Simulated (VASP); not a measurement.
## Run report: SnTe, core levels calculation (part 1 of 3)

SnTe (Fm-3m, 16 atoms in the cell), computed with Kohn-Sham DFT of a periodic cell, LDA, VASP PAW LDA potentials, recommended, no spin polarisation (VASP 6.6.1).

The structure derives from an entry of the Crystallography Open Database.

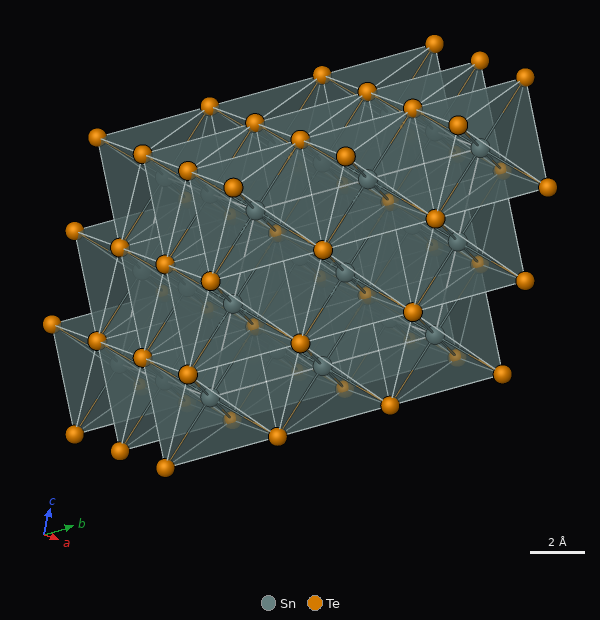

Fig. 1: The structure (polyhedral view of the cell of the calculation, seen slightly off an axis; polyhedra are completed across the faces of the cell).

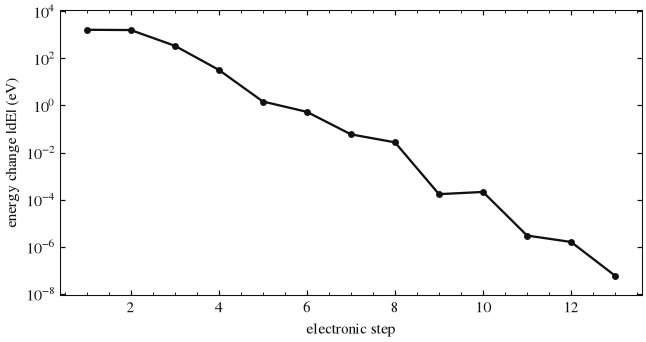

Fig. 2: Convergence of the self-consistent field: energy change |dE| against the electronic step. It takes 13 electronic steps.

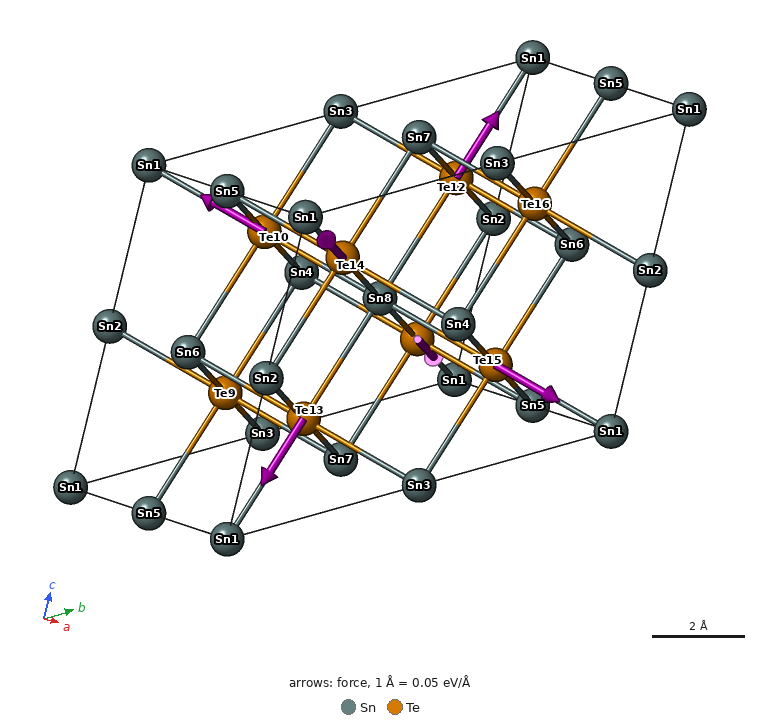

Fig. 3: Forces on the atoms as pink arrows (ball-and-stick view of the cell of the calculation, seen slightly off an axis; atoms are numbered from 1 in the order of the input). The largest act on Te10, Te11, Te12, Te13, Te14, Te15 (0.09 eV/Å). The geometry is not a stationary point of this energy.

The input that produced these results follows, with the program's output.

## INCAR
```
PREC     = Accurate       # precision mode
ENCUT    = 520            # plane-wave cutoff, eV
EDIFF    = 1E-6           # SCF threshold, eV
ISMEAR   = 1              # smearing method
SIGMA    = 0.1            # smearing width, eV
LREAL    = F              # projectors in reciprocal space
LASPH    = T              # aspherical terms in the spheres
NELM     = 100            # most SCF steps
ALGO     = Normal         # electronic algorithm
ISIF     = 2              # what is computed and relaxed
LWAVE    = F              # write WAVECAR
LCHARG   = F              # write CHGCAR
ICORELEVEL= 2            
CLNT     = 1            
CLN      = 3            
CLL      = 2            
CLZ      = 1            
NELECT   = 161.0        
KPAR     = 4
```

## KPOINTS
```
regular mesh
0
Gamma
  4 4 4
```

## POSCAR
```
SnTe
1.0
    0.0000000000      6.3017000000      6.3017000000
    6.3017000000      0.0000000000      6.3017000000
    6.3017000000      6.3017000000      0.0000000000
Sn Sn Te
1 7 8
Direct
    0.0000000000      0.0000000000      0.0000000000
    0.0000000000      0.0000000000      0.5000000000
    0.0000000000      0.5000000000      0.0000000000
    0.0000000000      0.5000000000      0.5000000000
    0.5000000000      0.0000000000      0.0000000000
    0.5000000000      0.0000000000      0.5000000000
    0.5000000000      0.5000000000      0.0000000000
    0.5000000000      0.5000000000      0.5000000000
    0.2500000000      0.2500000000      0.2500000000
    0.2500000000      0.2500000000      0.7500000000
    0.2500000000      0.7500000000      0.2500000000
    0.2500000000      0.7500000000      0.7500000000
    0.7500000000      0.2500000000      0.2500000000
    0.7500000000      0.2500000000      0.7500000000
    0.7500000000      0.7500000000      0.2500000000
    0.7500000000      0.7500000000      0.7500000000
```

Launched with:
```bash
cat potpaw_LDA.64/Sn_d/POTCAR potpaw_LDA.64/Sn_d/POTCAR potpaw_LDA.64/Te/POTCAR > POTCAR
mpirun -np 4 vasp_std > vasp.out
```

## OSZICAR
```
N       E                     dE             d eps       ncg     rms          rms(c)
DAV:   1     0.163012784565E+04    0.16301E+04   -0.68952E+04  1624   0.202E+03
DAV:   2     0.403244408586E+02   -0.15898E+04   -0.15516E+04  1536   0.610E+02
DAV:   3    -0.301717753940E+03   -0.34204E+03   -0.32518E+03  1736   0.221E+02
DAV:   4    -0.334050523039E+03   -0.32333E+02   -0.31164E+02  1808   0.645E+01
DAV:   5    -0.335516133364E+03   -0.14656E+01   -0.14553E+01  2072   0.141E+01    0.135E+01
DAV:   6    -0.334982287160E+03    0.53385E+00   -0.13185E+00  2016   0.491E+00    0.934E+00
DAV:   7    -0.334923171859E+03    0.59115E-01   -0.83118E-01  1840   0.306E+00    0.103E+00
DAV:   8    -0.334896089821E+03    0.27082E-01   -0.13777E-01  1768   0.158E+00    0.807E-01
DAV:   9    -0.334896260600E+03   -0.17078E-03   -0.12157E-02  2120   0.314E-01    0.164E-01
DAV:  10    -0.334896048775E+03    0.21182E-03   -0.15546E-03  2008   0.142E-01    0.753E-02
DAV:  11    -0.334896051761E+03   -0.29854E-05   -0.98112E-05  1784   0.340E-02    0.476E-02
DAV:  12    -0.334896053352E+03   -0.15913E-05   -0.16240E-05  1776   0.128E-02    0.803E-03
DAV:  13    -0.334896053293E+03    0.58695E-07   -0.11912E-06  1024   0.381E-03
   1 F= -.33489605E+03 E0= -.33490029E+03  d E =0.127005E-01
```

## Parts of OUTCAR
```
PREC = Accurate
   ENCUT = 520
   EDIFF = 1E-6
   ISMEAR = 1
   LREAL = F
   LASPH = T
   NELM = 100
   ISIF = 2
   NELECT = 161.0

 ion  position               nearest neighbor table
   1  0.000  0.000  0.000-  10 3.15  11 3.15  12 3.15  13 3.15  14 3.15  15 3.15
   2  0.000  0.000  0.500-   9 3.15  11 3.15  12 3.15  13 3.15  14 3.15  16 3.15
   3  0.000  0.500  0.000-   9 3.15  10 3.15  12 3.15  13 3.15  15 3.15  16 3.15
   4  0.000  0.500  0.500-   9 3.15  10 3.15  11 3.15  14 3.15  15 3.15  16 3.15
   5  0.500  0.000  0.000-   9 3.15  10 3.15  11 3.15  14 3.15  15 3.15  16 3.15
   6  0.500  0.000  0.500-   9 3.15  10 3.15  12 3.15  13 3.15  15 3.15  16 3.15
   7  0.500  0.500  0.000-   9 3.15  11 3.15  12 3.15  13 3.15  14 3.15  16 3.15
   8  0.500  0.500  0.500-  10 3.15  11 3.15  12 3.15  13 3.15  14 3.15  15 3.15
   9  0.250  0.250  0.250-   2 3.15   3 3.15   4 3.15   5 3.15   6 3.15   7 3.15
  10  0.250  0.250  0.750-   1 3.15   3 3.15   4 3.15   5 3.15   6 3.15   8 3.15
  11  0.250  0.750  0.250-   1 3.15   2 3.15   4 3.15   5 3.15   7 3.15   8 3.15
  12  0.250  0.750  0.750-   1 3.15   2 3.15   3 3.15   6 3.15   7 3.15   8 3.15
  13  0.750  0.250  0.250-   1 3.15   2 3.15   3 3.15   6 3.15   7 3.15   8 3.15
  14  0.750  0.250  0.750-   1 3.15   2 3.15   4 3.15   5 3.15   7 3.15   8 3.15
  15  0.750  0.750  0.250-   1 3.15   3 3.15   4 3.15   5 3.15   6 3.15   8 3.15
  16  0.750  0.750  0.750-   2 3.15   3 3.15   4 3.15   5 3.15   6 3.15   7 3.15

  LATTYP: Found a face centered cubic cell.
 ALAT       =    12.6034000000

  Lattice vectors:

 A1 = (   0.0000000000,   6.3017000000,   6.3017000000)
 A2 = (   6.3017000000,   0.0000000000,   6.3017000000)
 A3 = (   6.3017000000,   6.3017000000,   0.0000000000)

Analysis of symmetry for initial positions (statically):
=====================================================================
 Subroutine PRICEL returns:
 Original cell was already a primitive cell.

 Routine SETGRP: Setting up the symmetry group for a
 face centered cubic supercell.

 Subroutine GETGRP returns: Found 48 space group operations
 (whereof 48 operations were pure point group operations)
 out of a pool of 48 trial point group operations.

The static configuration has the point symmetry O_h .

Analysis of symmetry for dynamics (positions and initial velocities):
=====================================================================
 Subroutine PRICEL returns:
 Original cell was already a primitive cell.

 Routine SETGRP: Setting up the symmetry group for a
 face centered cubic supercell.

 Subroutine GETGRP returns: Found 48 space group operations
 (whereof 48 operations were pure point group operations)
 out of a pool of 48 trial point group operations.

The dynamic configuration has the point symmetry O_h .

 Subroutine INISYM returns: Found 48 space group operations
 (whereof 48 operations are pure point group operations),
 and found     1 'primitive' translations

----------------------------------------------------------------------------------------

                                     Primitive cell

  volume of cell :     500.4989

  direct lattice vectors                    reciprocal lattice vectors
     0.000000000  6.301700000  6.301700000    -0.079343669  0.079343669  0.079343669
     6.301700000  0.000000000  6.301700000     0.079343669 -0.079343669  0.079343669
     6.301700000  6.301700000  0.000000000     0.079343669  0.079343669 -0.079343669

  length of vectors
     8.911949606  8.911949606  8.911949606     0.137427266  0.137427266  0.137427266

  position of ions in fractional coordinates (direct lattice)
     0.000000000  0.000000000  0.000000000
     0.000000000  0.000000000  0.500000000
     0.000000000  0.500000000  0.000000000
     0.000000000  0.500000000  0.500000000
     0.500000000  0.000000000  0.000000000
     0.500000000  0.000000000  0.500000000
     0.500000000  0.500000000  0.000000000
     0.500000000  0.500000000  0.500000000
     0.250000000  0.250000000  0.250000000
     0.250000000  0.250000000  0.750000000
     0.250000000  0.750000000  0.250000000
     0.250000000  0.750000000  0.750000000
     0.750000000  0.250000000  0.250000000
     0.750000000  0.250000000  0.750000000
     0.750000000  0.750000000  0.250000000
     0.750000000  0.750000000  0.750000000

  ion indices of the primitive-cell ions
   primitive index   ion index
                 1           1
                 2           2
                 3           3
                 4           4
                 5           5
                 6           6
                 7           7
                 8           8
                 9           9
                10          10
                11          11
                12          12
                13          13
                14          14
                15          15
                16          16

----------------------------------------------------------------------------------------

 KPOINTS: regular mesh

Automatic generation of k-mesh.
 Grid dimensions read from file:
 generate k-points for:    4    4    4

 Generating k-lattice:

  Cartesian coordinates                     Fractional coordinates (reciprocal lattice)
    -0.019835917  0.019835917  0.019835917     0.250000000  0.000000000  0.000000000
     0.019835917 -0.019835917  0.019835917     0.000000000  0.250000000  0.000000000
     0.019835917  0.019835917 -0.019835917     0.000000000  0.000000000  0.250000000

  Length of vectors
     0.034356817  0.034356817  0.034356817

  Shift w.r.t. Gamma in fractional coordinates (k-lattice)
     0.000000000  0.000000000  0.000000000

 Subroutine IBZKPT returns following result:
 ===========================================

 Found      8 irreducible k-points:

 Following reciprocal coordinates:
            Coordinates               Weight
  0.000000  0.000000  0.000000      1.000000
  0.250000  0.000000  0.000000      8.000000
  0.500000  0.000000  0.000000      4.000000
  0.250000  0.250000  0.000000      6.000000
  0.500000  0.250000  0.000000     24.000000
 -0.250000  0.250000  0.000000     12.000000
  0.500000  0.500000  0.000000      3.000000
 -0.250000  0.500000  0.250000      6.000000
   k-points           NKPTS =      8   k-points in BZ     NKDIM =      8   number of bands    NBANDS=     96
   number of dos      NEDOS =    301   number of ions     NIONS =     16
   total plane-waves  NPLWV = 343000
   dimension x,y,z NGX =    70 NGY =   70 NGZ =   70
   dimension x,y,z NGXF=   140 NGYF=  140 NGZF=  140
   ions per type =               1   7   8
   NGX,Y,Z   is equivalent  to a cutoff of  13.06, 13.06, 13.06 a.u.
   NGXF,Y,Z  is equivalent  to a cutoff of  26.12, 26.12, 26.12 a.u.
 SYSTEM =  unknown system
   PREC   = accura    normal or accurate (medium, high low for compatibility)
   ISTART =      0    job   : 0-new  1-cont  2-samecut
   ICHARG =      2    charge: 1-file 2-atom 10-const
   ISPIN  =      1    spin polarized calculation?
   LNONCOLLINEAR =      F non collinear calculations
   LSORBIT =      F    spin-orbit coupling
   LASPH  =      T    aspherical Exc in radial PAW
   ENCUT  =  520.0 eV  38.22 Ry    6.18 a.u.  16.57 16.57 16.57*2*pi/ulx,y,z
   NELM   =    100;   NELMIN=  2; NELMDL= -5     # of ELM steps
   EDIFF  = 0.1E-05   stopping-criterion for ELM
   LREAL  =      F    real-space projection
   EDIFFG = 0.1E-04   stopping-criterion for IOM
   NSW    =      0    number of steps for IOM
   IBRION =     -1    ionic relax: 0-MD 1-quasi-New 2-CG
   NFREE  =      0    steps in history (QN), initial steepest desc. (CG)
   ISIF   =      2    stress and relaxation
   ISYM   =      2    0-nonsym 1-usesym 2-fastsym
   POTIM  = 0.5000    time-step for ionic-motion
   TEBEG  =    0.0;   TEEND  =   0.0 temperature during run
   PSTRESS=    0.0 pullay stress
   NELECT =     161.0000    total number of electrons
   NUPDOWN=      -1.0000    fix difference up-down
   EMIN   =  10.00;   EMAX   =-10.00  energy-range for DOS
   EFERMI =   0.00;   METHOD = LEGACY
   ISMEAR =     1;   SIGMA  =   0.10  broadening in eV -4-tet -1-fermi 0-gaus
   EFERMI_NEDOS =   21; number of points for ismear=-14 and -15
   IALGO  =     38    algorithm
   IMIX   =      4    mixing-type and parameters
     AMIX     =   0.40;   BMIX     =  1.00
     AMIX_MAG =   1.60;   BMIX_MAG =  1.00
  volume/ion in A,a.u.               =      31.28       211.10
  Fermi-wavevector in a.u.,A,eV,Ry     =   1.121715  2.119733 17.119446  1.258244
  Thomas-Fermi vector in A             =   2.258370
   LORBIT       =      0    0 simple, 1 ext, 2 COOP (PROOUT), +10 PAW based schemes
   GGA     = CA    functional components
   LHFCALC =     F    Hartree Fock is set to
   AEXX    =    0.0000 exact exchange contribution
   IVDW    =     0    specifies the selected vdW correction
   LEPSILON=     F    determine dielectric tensor
   LRPA    =     F    only Hartree local field effects (RPA)
 non-spin polarized calculation
 Methfessel and Paxton  Order N= 1 SIGMA  =   0.10
  energy-cutoff  :      520.00
  volume of cell :      500.50
 maximum number of plane-waves:     13544
 NGX is ok and might be reduce to    70
   NGX = 33   NGY = 33   NGZ = 33

 number of electron     161.0000019 magnetization

 Free energy of the ion-electron system (eV)
  ---------------------------------------------------
  ext. energy  EPLUGINS =         0.00000000
  ---------------------------------------------------
  free energy    TOTEN  =      -334.89605329 eV

  energy without entropy =     -334.90875379  energy(sigma->0) =     -334.90028679
```
